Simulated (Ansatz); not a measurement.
AlPt

Input file:

```
crystal:
  lattice:
    - [5.0354169284, 0.0, 0.0]
    - [0.0, 5.0354169284, 0.0]
    - [0.0, 0.0, 5.0354169284]
  atoms:
    - { symbol: Al, position: [0.8434055421, 0.8434055421, 0.8434055421] }
    - { symbol: Al, position: [0.6565944579, 0.1565944579, 0.3434055421] }
    - { symbol: Al, position: [0.3434055421, 0.6565944579, 0.1565944579] }
    - { symbol: Al, position: [0.1565944579, 0.3434055421, 0.6565944579] }
    - { symbol: Pt, position: [0.1552122545, 0.1552122545, 0.1552122545] }
    - { symbol: Pt, position: [0.3447877455, 0.8447877455, 0.6552122545] }
    - { symbol: Pt, position: [0.6552122545, 0.3447877455, 0.8447877455] }
    - { symbol: Pt, position: [0.8447877455, 0.6552122545, 0.3447877455] }
basis:
  ecutwfc: 500
kpoints:
  mp_grid: { grid: [8, 8, 8] }
hamiltonian:
  xc: r2scan
scf:
  occupations: { method: gaussian, width: 0.1 }
output:
  forces: true
  stress: true
  eigenvalues: true
  write_density: true
  write_potential: true
  elf: true
  volumetric_format: npy
relax:
  adjacent_minimum: "off"
  f_tol: 0.01
  max_steps: 30
```

Run with:

```sh
ansatz run input.yaml --threads 2 --pin off --max-ram 5120MiB --backend cpu --events-out ev --progress --plain --runs-dir out
```

Below, planes, directions and counts refer to the conventional cell (a = 5.04 Å, b = 5.04 Å, c = 5.04 Å, α = 90.00°, β = 90.00°, γ = 90.00°).

Space group P2₁3; a structure from a database of computed crystals, not necessarily the ambient phase; changed on purpose from its base cell (volume × 1.10, shape and atoms relaxed); computed pressure about −15 GPa in this cell.

Method: DFT r2SCAN, scalar-relativistic, plane waves, PAW (Ansatz 0.2.0).

Question: What will maps of the valence pseudo-density and electron localisation function show?

Answer: Al–Pt (2.70 Å): the density is about 0.36 e/Å³ at the midpoint; the ELF is about 0.50 at the midpoint.

Question: Does the calculation make it a metal, or give it a gap?

Answer: It is gapless in this calculation (a metal or semimetal).

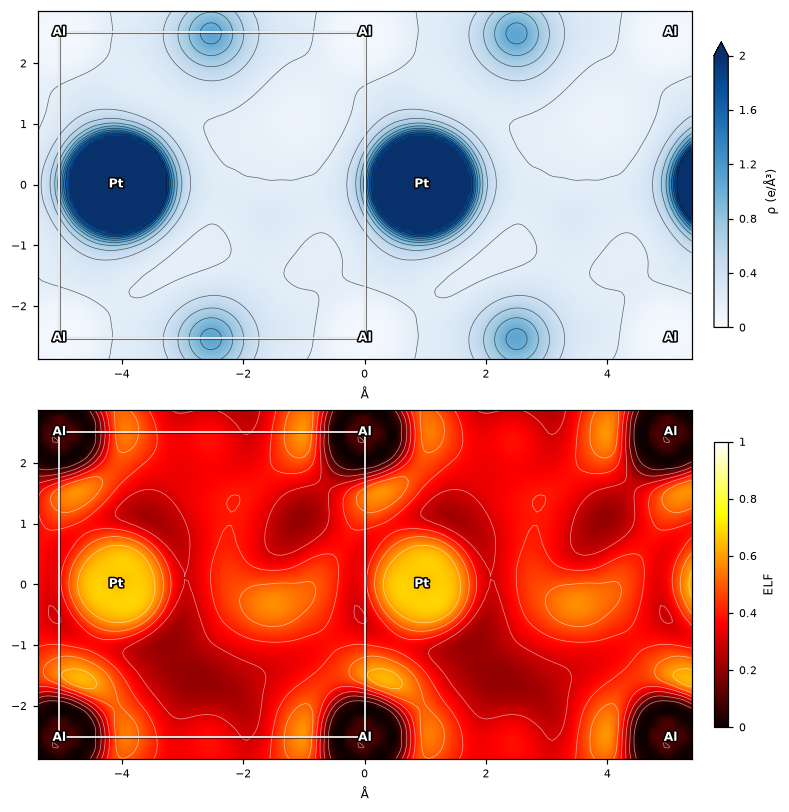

Computed valence pseudo-density and electron localisation function on the (100) plane of the conventional cell, in this order. Atoms just off the plane (Al, 0.9 Å away and Pt, 0.9 Å away) can leave unmarked features too.

In a PAW calculation such maps are meaningful between the atoms, not at the nuclei.
